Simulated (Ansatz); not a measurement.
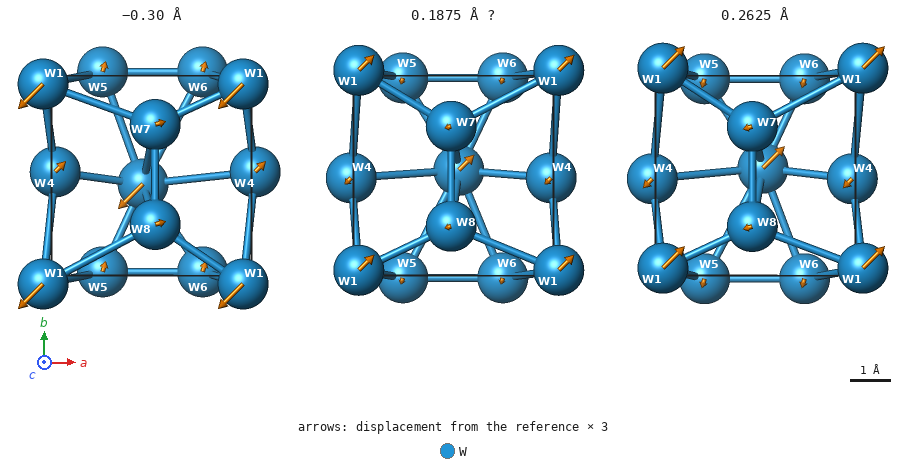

Solid W (Pm-3n): a normal mode at the zone centre (one arbitrary combination within a set of 3 degenerate modes) is frozen in with the cell fixed, the amplitude being the largest displacement of an atom. The picture is a ball-and-stick view of the cell of the calculation, seen along the c axis. Orange arrows: displacements from the reference.

The calculation used Ansatz 0.2.0, DFT PBEsol, scalar-relativistic, plane waves, PAW. Set-up: plane-wave cutoff 420 eV; k-point mesh 8 × 8 × 8; occupations gaussian; smearing width 0.15 eV; no spin polarisation. Energies (free energies at the smearing named) are counted from the relaxed crystal.

```json
{"largest displacement (Å)": "−0.3000", "ΔE (eV/cell)": "2.91"}
{"largest displacement (Å)": "−0.1500", "ΔE (eV/cell)": "0.75"}
{"largest displacement (Å)": "0.0000", "ΔE (eV/cell)": "0.00"}
{"largest displacement (Å)": "0.0375", "ΔE (eV/cell)": "0.05"}
{"largest displacement (Å)": "0.0750", "ΔE (eV/cell)": "0.19"}
{"largest displacement (Å)": "0.1125", "ΔE (eV/cell)": "0.42"}
{"largest displacement (Å)": "0.1875", "ΔE (eV/cell)": "?"}
{"largest displacement (Å)": "0.2250", "ΔE (eV/cell)": "1.67"}
{"largest displacement (Å)": "0.2625", "ΔE (eV/cell)": "2.25"}
```

Q: One row is withheld. What is its energy?

A: A straight line between the two neighbours gives 1.25 eV/cell. A cubic through the four nearest rows (0.0750, 0.1125, 0.2250, 0.2625) gives, with Lagrange weights, (−0.2000)(0.19) + (0.5000)(0.42) + (1.0000)(1.67) + (−0.3000)(2.25) = 1.17 eV/cell. The calculation gives 1.17 eV/cell, so the cubic is right to the digits shown and the straight line 0.08 eV/cell too high, as the curve bends upwards here.

The whole profile:

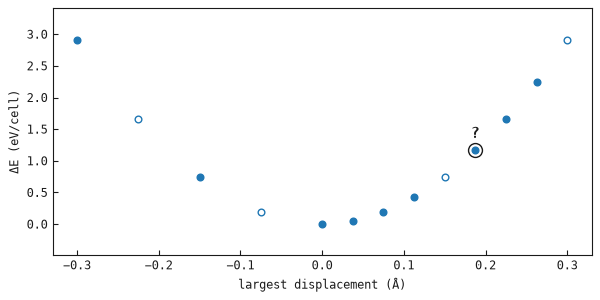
